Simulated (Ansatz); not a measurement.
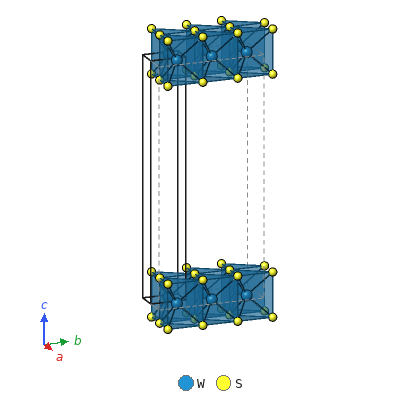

WS2, space group P-6m2 (No. 187), a = 3.160 Å, b = 3.160 Å, c = 16.939 Å, α = 90.00°, β = 90.00°, γ = 120.00°. The structure is a calculation's input; it may be strained or unrelaxed. Forms under 0.4 % of the area are left out. Forms are taken in the Laue class: a face and its opposite count as one form.

Question: What shape follows from the Bravais–Friedel–Donnay–Harker rule?

Answer: The forms computed, by share of the surface:

```
 form  faces   d (Å)  share of area (%)
{001}      2  16.939               75.6
{100}      6   2.736               24.4
```

The crystal is plate-like. Widths along a, b and c stand as 1.00 : 1.00 : 0.14.

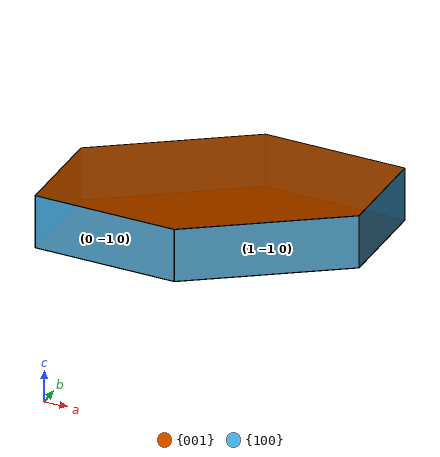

The computed shape, faces indexed. The rule is geometric and ignores bonding and growth conditions.
